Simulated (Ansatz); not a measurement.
Single-point calculation of CoPdO2 (part 2 of 2)

Continued. System: CoPdO2 (R-3m, 4 atoms in the cell). Method: DFT, PBEsol, PAW with Ansatz's default frozen-core files, scalar-relativistic, spin-polarised (Ansatz 0.2.0); cutoff 420 eV, 12×12×12 k-mesh, Fermi–Dirac smearing of 0.08 eV, collinear spins. The structure derives from a Materials Project entry. It belongs to a series of runs on one base structure; here: total moment held at 0 μB, PAW files.

Geometry of the input (Å; fractional positions):
```
1.4317  0.8266  5.9578
-1.4317  0.8266  5.9578
0.0000  -1.6532  5.9578
Co 0.5000  0.5000  0.5000
Pd 0.0000  0.0000  0.0000
O  0.8875  0.8875  0.8875
O  0.1125  0.1125  0.1125
```

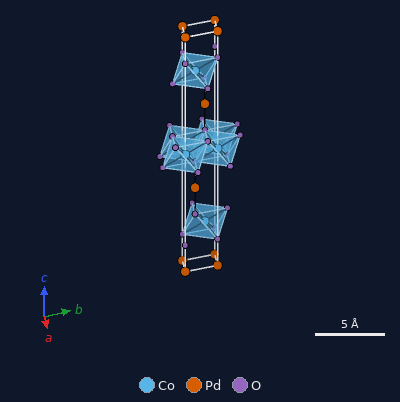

*The structure (polyhedral view of the cell 3 times as large as that of the calculation, set on its symmetry axes, seen at an oblique angle; polyhedra are completed across the faces of the cell). An atom can appear more than once, as a periodic image.*

The program's output, continued
```
SCF iter   1: F=—  HF=-13128.759738 eV  |F-HF|=—  |Δ(HF+E_count)|=         —  Δρ=2.80e-1 (↑2.80e-1 ↓2.80e-1)  dr2=2.02e2  dr2_m=0.00e0  M=0.000 μB ∫|m|=0.000 μB  β_m=0.30  ethr=3.10e-3  ⟨swp⟩=5.6  Hψ=19964  notcnv=0
preconditioner: auto → Kerker (q_TF=auto, 2.777 Å⁻¹)  [metal: Δε(μ)=0.000 eV  Ē_g=10.952 eV  σ=0.080 eV  W_gap=0.00  n_scr=16 (ndim 8)  ℏωp=31.8 eV  f_vac=0.000  D(μ)=3.15/eV (n_scr^D=36)]
spin=Collinear: Kerker preconditioning applied to the charge; magnetization (m = ρ↑ − ρ↓) channel mixes plain (no charge-response kernel on spin).
SCF iter   2: F=—  HF=-13125.327260 eV  |F-HF|=—  |Δ(HF+E_count)|=    3.43e0  Δρ=2.07e-1 (↑2.07e-1 ↓2.07e-1)  dr2=5.46e1  dr2_m=0.00e0  M=0.000 μB ∫|m|=0.000 μB  β_m=0.24  ethr=3.10e-3  ⟨swp⟩=4.0  Hψ=14386  notcnv=0
SCF iter   3: F=—  HF=-13120.373959 eV  |F-HF|=—  |Δ(HF+E_count)|=    4.95e0  Δρ=6.12e-2 (↑6.12e-2 ↓6.12e-2)  dr2=2.63e0  dr2_m=0.00e0  M=0.000 μB ∫|m|=0.000 μB  β_m=0.55  ethr=3.10e-3  ⟨swp⟩=3.0  Hψ=13052  notcnv=0
SCF iter   4: F=—  HF=-13119.828098 eV  |F-HF|=—  |Δ(HF+E_count)|=   5.46e-1  Δρ=3.40e-2 (↑3.40e-2 ↓3.40e-2)  dr2=7.41e-1  dr2_m=0.00e0  M=0.000 μB ∫|m|=0.000 μB  β_m=0.56  ethr=3.10e-3  ⟨swp⟩=2.1  Hψ=10588  notcnv=0  defer=15
SCF iter   5: F=—  HF=-13119.890552 eV  |F-HF|=—  |Δ(HF+E_count)|=   6.25e-2  Δρ=1.83e-2 (↑1.83e-2 ↓1.83e-2)  dr2=5.40e-1  dr2_m=0.00e0  M=0.000 μB ∫|m|=0.000 μB  β_m=0.69  ethr=1.58e-3  ⟨swp⟩=2.0  Hψ=12434  notcnv=0
SCF iter   6: F=—  HF=-13119.802126 eV  |F-HF|=—  |Δ(HF+E_count)|=   8.84e-2  Δρ=7.74e-3 (↑7.74e-3 ↓7.74e-3)  dr2=6.82e-2  dr2_m=0.00e0  M=0.000 μB ∫|m|=0.000 μB  β_m=0.85  ethr=1.15e-3  ⟨swp⟩=2.5  Hψ=7598  notcnv=0
SCF iter   7: F=—  HF=-13119.795205 eV  |F-HF|=—  |Δ(HF+E_count)|=   6.92e-3  Δρ=3.98e-3 (↑3.98e-3 ↓3.98e-3)  dr2=2.76e-2  dr2_m=0.00e0  M=0.000 μB ∫|m|=0.000 μB  β_m=0.85  ethr=1.45e-4  ⟨swp⟩=2.0  Hψ=7723  notcnv=0
SCF iter   8: F=—  HF=-13119.793703 eV  |F-HF|=—  |Δ(HF+E_count)|=   1.50e-3  Δρ=1.86e-3 (↑1.86e-3 ↓1.86e-3)  dr2=7.89e-3  dr2_m=0.00e0  M=0.000 μB ∫|m|=0.000 μB  β_m=0.89  ethr=5.88e-5  ⟨swp⟩=1.0  Hψ=5481  notcnv=0
SCF iter   9: F=—  HF=-13119.793219 eV  |F-HF|=—  |Δ(HF+E_count)|=   4.84e-4  Δρ=7.13e-4 (↑7.13e-4 ↓7.13e-4)  dr2=1.69e-3  dr2_m=0.00e0  M=0.000 μB ∫|m|=0.000 μB  β_m=0.86  ethr=1.68e-5  ⟨swp⟩=1.0  Hψ=5481  notcnv=0
SCF iter  10: F=—  HF=-13119.793049 eV  |F-HF|=—  |Δ(HF+E_count)|=   1.69e-4  Δρ=1.87e-4 (↑1.87e-4 ↓1.87e-4)  dr2=1.28e-4  dr2_m=0.00e0  M=0.000 μB ∫|m|=0.000 μB  β_m=0.88  ethr=3.59e-6  ⟨swp⟩=1.0  Hψ=5481  notcnv=0
SCF iter  11: F=—  HF=-13119.793035 eV  |F-HF|=—  |Δ(HF+E_count)|=   1.42e-5  Δρ=6.58e-5 (↑6.58e-5 ↓6.58e-5)  dr2=2.04e-5  dr2_m=0.00e0  M=0.000 μB ∫|m|=0.000 μB  β_m=0.83  ethr=2.72e-7  ⟨swp⟩=1.0  Hψ=5481  notcnv=0
SCF iter  12: F=—  HF=-13119.793038 eV  |F-HF|=—  |Δ(HF+E_count)|=   2.45e-6  Δρ=8.20e-5 (↑8.20e-5 ↓8.20e-5)  dr2=1.07e-5  dr2_m=0.00e0  M=0.000 μB ∫|m|=0.000 μB  β_m=0.78  ethr=4.34e-8  ⟨swp⟩=2.1  Hψ=6853  notcnv=0
SCF iter  13: F=—  HF=-13119.793037 eV  |F-HF|=—  |Δ(HF+E_count)|=   6.92e-7  Δρ=7.37e-6 (↑7.37e-6 ↓7.37e-6)  dr2=1.44e-7  dr2_m=0.00e0  M=0.000 μB ∫|m|=0.000 μB  β_m=0.89  ethr=2.28e-8  ⟨swp⟩=1.0  Hψ=5481  notcnv=0
SCF iter  14: F=-13119.793037 eV  HF=-13119.793037 eV  |F-HF|=7.34e-8  |Δ(HF+E_count)|=   6.15e-9  Δρ=7.73e-6 (↑7.73e-6 ↓7.73e-6)  dr2=8.59e-8  dr2_m=0.00e0  M=0.000 μB ∫|m|=0.000 μB  ethr=2.13e-10  ⟨swp⟩=7.3  Hψ=30497  notcnv=0
SCF 1 converged in 14 iterations: F = -13119.793037 eV  dr2 = 8.59e-8
  greatest PAW one-centre occupation: 1.000 electrons in one spin orbital (limit 2), on the Co atom at site 0 (counted from 0), in its partial waves of l = 1
SCF converged after 14 iterations
Stability checked in part: among states of this total moment the steps that led to this state did not find it unstable. No probe was made; neither looks for a lower state of another moment (fixed_total_moment; see scf.lower_state_search)
Magnetization: 0.0000 μB (23.5000 up, 23.5000 down)
Absolute magnetization: 0.0000 μB (∫|ρ↑−ρ↓|)
Spin contamination: 0.0000 ħ² per cell (⟨S²⟩ above its minimum at these occupations)
Per-site moments (μB) at R_I (Å): [(0.0, 0.7903550643110046), (0.0, 0.8292565658221992), (0.0, 0.7903550643110047), (0.0, 0.7903550643110046)]
Free energy (F): -13119.793037 eV
Harris-Foulkes:  -13119.793037 eV  (|F-HF|=7.34e-8)
Internal energy: -13119.766431 eV  (E = F + TS)
E sigma→0 (E₀):  -13119.779734 eV
Entropy (-TS):   -0.026606 eV (-6.652 meV/atom)
Fermi energy:    14.151117 (↑ 14.151117, ↓ 14.151117) eV
--- Per-component energies (eV) ---
  E_band       = -519.233400
  E_kinetic    = 1308.885186
  E_local      = -6090.275250  (includes V_loc(G=0)·N_el)
  E_nonlocal   = 772.545295
  E_hartree    = 2484.451977
  E_xc         = -467.848641
  E_vxc        = -598.426022  (∫ρ·V_xc dr)
  E_paw        = -5468.460499  (= ΣΔE_a)
  E_vpaw       = -880.882529  (= ΣTr[D̂ρ^β])
  E_aug_tail   = 0.004937  (compensation charges beyond the density's cutoff)
  E_ewald      = -5659.630956
  E_core_change = 0.561519  (= ΣΔE_core)
  E_smearing   = -0.026606  (= −TS)
  E_closure    = -0.000000  (closes the sum)
  Σ components = -13119.793037   (vs F -13119.793037, Δ=0.00e0)
--- Forces (eV/Å), atoms counted from 1 ---
  atom   1  Co    -0.00000000    -0.00000000    -0.00000000
  atom   2  Pd    -0.00000000     0.00000000     0.00000000
  atom   3  O      0.00000000    -0.00000000    -0.27049071
  atom   4  O      0.00000000     0.00000000     0.27049071
  max |Σ_I F_I| component: 1.11e-16 eV/Å
--- Stress (GPa, compression-positive) ---
       -9.682535       0.000000       0.000000
        0.000000      -9.682535      -0.000000
        0.000000      -0.000000     -10.959838
  P = ⅓ Tr σ = -10.1083 GPa (-101.083 kbar)
--- Band table (eV; the first three rows and the last of 378) ---
  k-point 0 ↑: bands = ["-80.9805", "-70.2462", "-44.4047", "-44.4047", "-44.3418", "-36.3523", "-35.7041", "-35.7041", "-6.6540", "-4.7763", "5.6552", "8.1128", "8.1128", "9.1079", "10.2439", "11.3415", "11.3415", "11.6058", "11.6058", "12.4867", "12.4867", "12.7274", "12.7274", "13.2201", "16.1496", "16.1496", "16.8913", "20.3114", "23.1548"]
  k-point 1 ↑: bands = ["-80.9801", "-70.2448", "-44.4092", "-44.4058", "-44.3411", "-36.3507", "-35.7177", "-35.7075", "-6.5750", "-4.7712", "5.7433", "7.9154", "8.1530", "9.2396", "10.4230", "10.9284", "11.0948", "11.5505", "11.7406", "12.3850", "12.4856", "12.8159", "12.9205", "13.2463", "15.9727", "16.0884", "17.0148", "20.6600", "23.3407"]
  k-point 2 ↑: bands = ["-80.9789", "-70.2411", "-44.4214", "-44.4087", "-44.3392", "-36.3462", "-35.7547", "-35.7167", "-6.3509", "-4.7600", "5.9869", "7.5310", "8.2639", "9.3594", "10.2422", "10.6403", "10.7425", "11.4507", "12.0822", "12.1035", "12.4720", "12.9353", "13.2671", "13.3353", "15.6042", "15.9384", "17.2765", "21.5174", "23.8579"]
  k-point 188 ↓: bands = ["-80.9804", "-70.2462", "-44.4047", "-44.4047", "-44.3418", "-36.3523", "-35.7041", "-35.7041", "-6.4969", "-5.0296", "6.8438", "8.2162", "8.2162", "8.4005", "9.1394", "10.7264", "10.7264", "11.6143", "11.6143", "12.6389", "12.6389", "13.3589", "13.3589", "13.6841", "15.8541", "15.8541", "18.1180", "19.1508", "23.1313"]
```

File rho_z.tsv
```
# z_ang	rho[e/angstrom^3]	rho_spin[e/angstrom^3]
# format = ansatz-planar-average/11
# lattice	1.431689907	0.826586553	5.957771576
# lattice	-1.431689907	0.826586553	5.957771576
# lattice	0.000000000	-1.653173107	5.957771576
# sites	4
# site	27	0.000000000	0.000000000	8.936657364
# site	46	0.000000000	0.000000000	0.000000000
# site	8	0.000000000	0.000000000	15.862995781
# site	8	0.000000000	0.000000000	2.010318947
0.000000	1.576225e0	0.000000e0
0.309144	1.531904e0	0.000000e0
0.618288	1.401844e0	0.000000e0
0.927432	1.200440e0	0.000000e0
1.236576	9.675003e-1	0.000000e0
1.545720	7.693754e-1	0.000000e0
1.854864	6.805589e-1	0.000000e0
2.164009	7.560029e-1	0.000000e0
2.473153	9.973170e-1	0.000000e0
2.782297	1.297424e0	0.000000e0
3.091441	1.439627e0	0.000000e0
3.400585	1.297424e0	0.000000e0
3.709729	9.973170e-1	0.000000e0
4.018873	7.560029e-1	0.000000e0
4.328017	6.805589e-1	0.000000e0
4.637161	7.693754e-1	0.000000e0
4.946305	9.675003e-1	0.000000e0
5.255449	1.200440e0	0.000000e0
5.564593	1.401844e0	0.000000e0
5.873737	1.531904e0	0.000000e0
```

File v_z.tsv
```
# z_ang	v_es[eV]	v_tot_up[eV]	v_tot_dn[eV]
# format = ansatz-planar-average/11
# xc	pbesol
# density_cutoff_ev	1680
# datasets	Co=:simpson_from_first_knot:soft:shift=-648408	Pd=:simpson_from_first_knot:soft:shift=-946360	O=:simpson_from_first_knot:soft:shift=-234619
# lattice	1.431689907	0.826586553	5.957771576
# lattice	-1.431689907	0.826586553	5.957771576
# lattice	0.000000000	-1.653173107	5.957771576
# sites	4
# site	27	0.000000000	0.000000000	8.936657364
# site	46	0.000000000	0.000000000	0.000000000
# site	8	0.000000000	0.000000000	15.862995781
# site	8	0.000000000	0.000000000	2.010318947
0.000000	2.541507e0	-1.146345e1	-1.146345e1
0.309144	2.932868e0	-1.097462e1	-1.097462e1
0.618288	4.028282e0	-9.603225e0	-9.603225e0
0.927432	5.467123e0	-7.755959e0	-7.755959e0
1.236576	6.651791e0	-6.090651e0	-6.090651e0
1.545720	7.538223e0	-4.709720e0	-4.709720e0
1.854864	8.354752e0	-3.433048e0	-3.433048e0
2.164009	9.083146e0	-2.332526e0	-2.332526e0
2.473153	9.469399e0	-1.716611e0	-1.716611e0
2.782297	9.426452e0	-1.664073e0	-1.664073e0
3.091441	9.368162e0	-1.700780e0	-1.700780e0
3.400585	9.426452e0	-1.664073e0	-1.664073e0
3.709729	9.469399e0	-1.716611e0	-1.716611e0
4.018873	9.083146e0	-2.332526e0	-2.332526e0
4.328017	8.354752e0	-3.433048e0	-3.433048e0
4.637161	7.538223e0	-4.709720e0	-4.709720e0
4.946305	6.651791e0	-6.090651e0	-6.090651e0
5.255449	5.467123e0	-7.755959e0	-7.755959e0
5.564593	4.028282e0	-9.603225e0	-9.603225e0
5.873737	2.932868e0	-1.097462e1	-1.097462e1
```

Summary

| quantity | value |
| --- | --- |
| outcome | converged |
| space group (tolerance 0.01 Å) | R-3m (166) |
| electrons treated | 47 |
| free energy | −13119.7930 eV |
| Fermi energy | 14.151 eV |
| net moment of the cell | 0.00 μB |
| integrated absolute moment | 0.00 μB |
| pressure | −10.11 GPa |
| largest force (length of the vector) | 0.270 eV/Å |
| hardware | 2 threads of AMD EPYC (Zen 5), 32 GiB of memory available, shared host |
| wall time | 3.7 s (CPU time 7.2 s) |
| peak memory | 0.62 GiB |

Notes

Warnings of the run: the SCF threshold is looser than advised for the printed stress. The cell is under a tension of 10.1 GPa at this level, so it is not at its equilibrium volume.
